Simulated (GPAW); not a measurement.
## NaI: optical spectrum from first principles

Wanted: where NaI starts to absorb, how strongly, and its refractive index.

Program: GPAW 26.7.0. Level of theory: DFT, PBE, plane-wave PAW (GPAW data sets), scalar-relativistic, RPA, optical limit. Results are calculated unless marked as measured.

### Step 1. Set-up

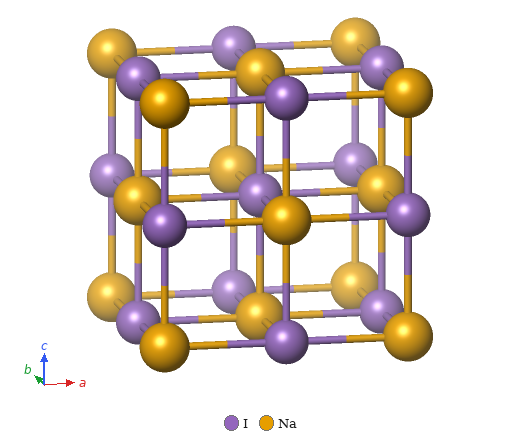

The starting structure, seen slightly off an axis (iodine purple, sodium orange). This picture shows the conventional cell, with its axes. Some periodic images of atoms are drawn too.

Coordinates:

```xyz
2
Lattice="0.0000 3.2364 3.2364 3.2364 0.0000 3.2364 3.2364 3.2364 0.0000" Properties=species:S:1:pos:R:3 pbc="T T T"
I     3.2364    3.2364    3.2364
Na    0.0000    0.0000    0.0000
```

### Step 2. Dielectric function, RPA

Transitions between filled and empty bands, summed over the zone, give the optical response, so mesh, band count and broadening shape it.

The induced potential is part of this response.

Input file df.py:

```python
from gpaw.response.df import DielectricFunction

df = DielectricFunction('full.gpw', frequencies={'type': 'nonlinear', 'domega0': 0.03, 'omega2': 8},
                        ecut=50,
                        eta=0.15,
                        nbands=39,
                        txt='df.txt')
for direction in ['x']:
    df.get_dielectric_function(xc='RPA', direction=direction, filename=f'df_{direction}.csv')
```

On the command line:

```bash
$ OMP_NUM_THREADS=1 python df.py
```

Numbers of over 12 decimals in the logs are rounded to 6 here.

The program printed:

```text
Using integrator: PointIntegrator
NonLinearFrequencyDescriptor(from 0.000 to 57.539 eV, 483 points)
Nonperiodic BCs:  [False False False]
Using integrator: PointIntegrator
NonLinearFrequencyDescriptor(from 0.000 to 57.539 eV, 483 points)
Nonperiodic BCs:  [False False False]

Calculating chi0 body with:
    Ground state adapter containing:
    Number of spins: 1
    Number of kpoints: 729
    Number of irreducible kpoints: 35
    Number of completely occupied states: 7
    Number of partially occupied states: 7

    Linear response parametrization:
    q_c: [0.0, 0.0, 0.0]
    Number of frequency points: 483
    Planewave cutoff: 50.0
    Number of bands: 39
    Number of planewaves: 59
    Broadening (eta): 0.15

Integrating chi0 body.

Symmetries of q_c:
    Direct symmetries (Uq -> q): 48
    Indirect symmetries (TUq -> q): 0
In total 48 allowed symmetries.

35 groups of equivalent kpoints. 95.198903% reduction.

Integral kind: spectral function

Calculating chi0 optical extensions with:
    Ground state adapter containing:
    Number of spins: 1
    Number of kpoints: 729
    Number of irreducible kpoints: 35
    Number of completely occupied states: 7
    Number of partially occupied states: 7

    Linear response parametrization:
    Number of frequency points: 483
    Planewave cutoff: 50.0
    Number of bands: 39
    Number of planewaves: 59
    Broadening (eta): 0.15
Integrating chi0 head and wings.

Symmetries of q_c:
    Direct symmetries (Uq -> q): 48
    Indirect symmetries (TUq -> q): 0
In total 48 allowed symmetries.

35 groups of equivalent kpoints. 95.198903% reduction.

Integral kind: spectral function wings
```

Wall time 7.6 s (1 thread of Arm Neoverse V2, shared host); peak memory 0.28 GiB.

Read-outs, printed or worked out from the files:

| Item | Value |
| --- | --- |
| electronic dielectric constant ε∞, mean over x, y and z (by symmetry where fewer were run) | 3.039 |
| main peak of Im epsilon, first axis | 5.819 eV |

Values under the direct gap are tails of Lorentzian lines. Im ε, E ∥ x against photon energy; read off at these points:

| photon energy (eV) | Im ε, E ∥ x |
| --- | --- |
| 0.00 | 0 |
| 0.50 | 0.00642 |
| 1.00 | 0.0134 |
| 1.50 | 0.0218 |
| 2.00 | 0.0327 |
| 2.50 | 0.0489 |
| 3.00 | 0.0784 |
| 3.50 | 0.192 |
| 4.00 | 0.559 |
| 4.50 | 0.802 |
| 5.00 | 1.67 |
| 5.50 | 2.86 |
| 5.82 | 5.01 |
| 6.00 | 4.70 |
| 6.50 | 4.07 |
| 7.00 | 3.01 |
| 7.50 | 3.18 |
| 8.00 | 3.07 |
| 8.27 | 3.51 |
| 8.50 | 3.30 |
| 9.00 | 2.68 |
| 9.50 | 2.49 |
| 10.00 | 1.79 |
| 10.50 | 1.87 |
| 11.00 | 1.20 |
| 11.50 | 1.08 |
| 12.00 | 0.762 |
| 12.50 | 0.755 |
| 13.00 | 0.745 |
| 13.50 | 0.433 |

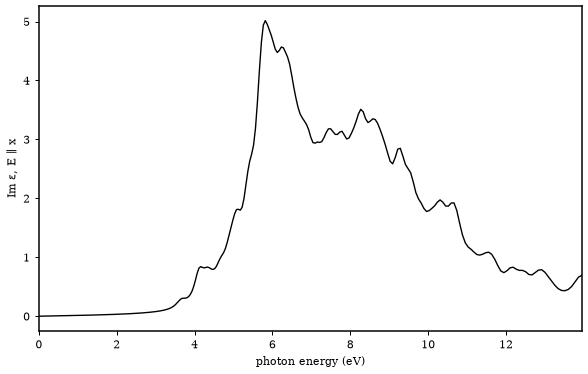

Im ε, E ∥ x, plotted against photon energy.

Table of Re ε, E ∥ x by photon energy:

```
photon energy (eV)  Re ε, E ∥ x
                 0         3.04
                 1         3.08
                 2         3.23
                 3         3.57
                 4         4.39
                 5         5.01
                 6         3.13
                 7         1.46
                 8         1.45
                 9        0.108
                10      -0.0128
                11       -0.400
                12       0.0843
                13        0.131
```

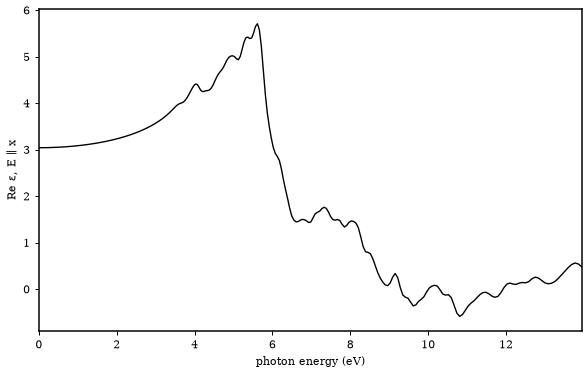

Re ε, E ∥ x against photon energy.

The loss function −Im 1/ε at q → 0, E ∥ x has structure finer than the step of the table below, so its rows give means over 1 eV, whole bins alone (the curve runs from 0 to 14.0 eV). Peaks (eV: height): 13.3: 1.74.

Values under the direct gap are tails of Lorentzian lines. Loss function −Im 1/ε at q → 0, E ∥ x against energy loss; means over each step:

| energy loss (eV) | loss function −Im 1/ε at q → 0, E ∥ x |
| --- | --- |
| 1 | 0.00142 |
| 2 | 0.00317 |
| 3 | 0.00674 |
| 4 | 0.0300 |
| 5 | 0.0565 |
| 6 | 0.140 |
| 7 | 0.250 |
| 8 | 0.267 |
| 9 | 0.344 |
| 10 | 0.507 |
| 11 | 0.730 |
| 12 | 1.17 |
| 13 | 1.41 |

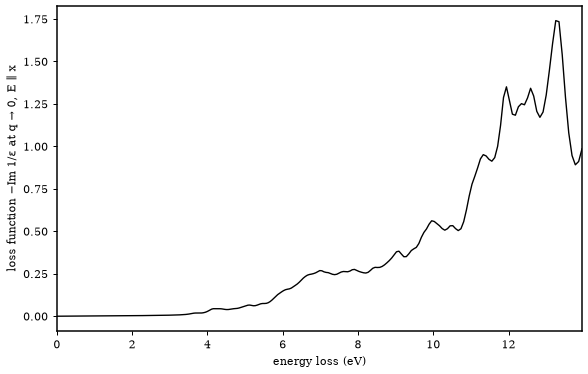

Loss function −Im 1/ε at q → 0, E ∥ x against energy loss.

Values under the direct gap are tails of Lorentzian lines. Table of Im ε, E ∥ x by photon energy; read off at these points:

```
photon energy (eV)  without local fields  with local fields
               0.0                     0                  0
               1.0                0.0190             0.0134
               2.0                0.0459             0.0327
               3.0                 0.107             0.0784
               4.0                 0.678              0.559
               5.0                  2.25               1.67
               5.8                  7.28               4.99
               6.0                  6.56               4.70
               7.0                  5.49               3.01
               7.4                  6.14               3.14
               8.0                  5.44               3.07
               9.0                  3.00               2.68
              10.0                  1.81               1.79
              11.0                 0.854               1.20
              12.0                 0.763              0.762
              13.0                 0.603              0.745
```

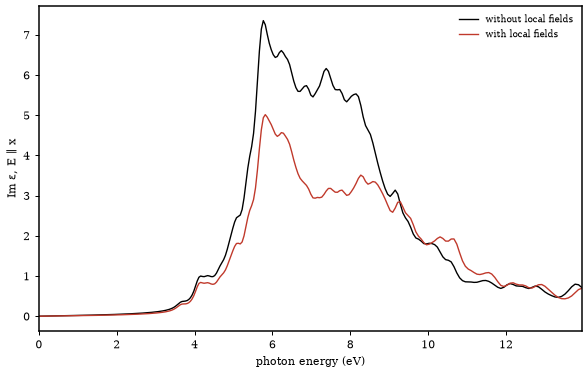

Im ε, E ∥ x, plotted against photon energy.

Refractive index n and extinction k against photon energy:

```csv
photon energy (eV),n,k
0,1.74,0
1,1.76,0.00382
2,1.80,0.00909
3,1.89,0.0208
4,2.10,0.133
5,2.27,0.368
6,2.09,1.12
7,1.55,0.971
8,1.56,0.985
9,1.18,1.13
10,0.942,0.949
11,0.658,0.912
12,0.652,0.584
13,0.666,0.559
```

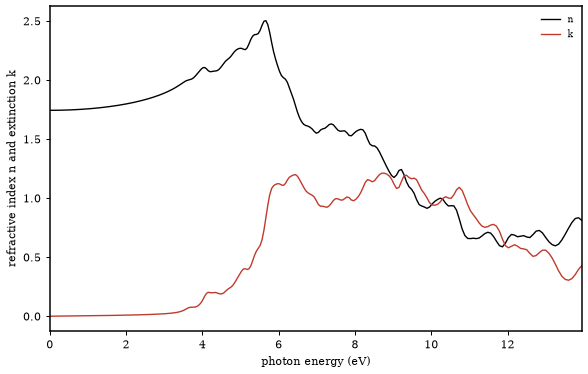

Refractive index n and extinction k, plotted against photon energy.

Optical constants at common wavelengths, from n + ik = √ε:

```
wavelength (nm)     n      k  R (%)     1/α
           1064  1.76  0.005    7.6   19 µm
            633  1.79  0.009    8.1  5.7 µm
            532  1.82  0.012    8.5  3.6 µm
            450  1.86  0.016    9.0  2.2 µm
            405  1.90  0.022    9.6  1.5 µm
            365  1.96  0.037   10.5  785 nm
            308  2.11  0.147   12.9  166 nm
```

Below the direct gap, k and the depth come from the tails of the Lorentzian lines, not from transitions.

Rows near the edge hang on the gap, which this functional as a rule makes too small, and phonon-assisted absorption is left out.

### Step 3. Outcome

```yaml
electronic_dielectric_constant_eps_infinity_mean_over_x_y_and_z_by_symmetry_where_fewer_were_run_rpa: 3.04
main_peak_of_im_epsilon_first_axis: 5.82 eV
```

In words: At this level (PBE, RPA) NaI has ε∞ = 3.04 and n = 1.75 at 1550 nm, and Im ε peaks at 5.8 eV. Local fields change the static value along x from 3.71 to 3.04 (-18 %). Distinct maxima of Im ε, read by a parabola through the highest points, lie at 5.82 eV (5.0), 8.28 eV (3.5) and 9.26 eV (2.9). Excitons and phonon-assisted transitions are missing; PBE gaps are as a rule too small, which pulls the onset down and ε∞ up. Spin-orbit coupling is left out although heavy atoms are present. The sum runs over mesh points, so small or evenly spaced maxima can still be ripples of the mesh.

[Machine, clock and banner lines and Python warnings are left out of the logs.]

[Logs are printed without paths, hosts, clocks, repeated set-up lines and the standing remarks that a program may print on its own settings, such as how far it seeks lower states.]

[Hosts, paths, dates, database ids (printed as entryN), source tags and the programs' standing remarks are cut or masked in the printed files.]
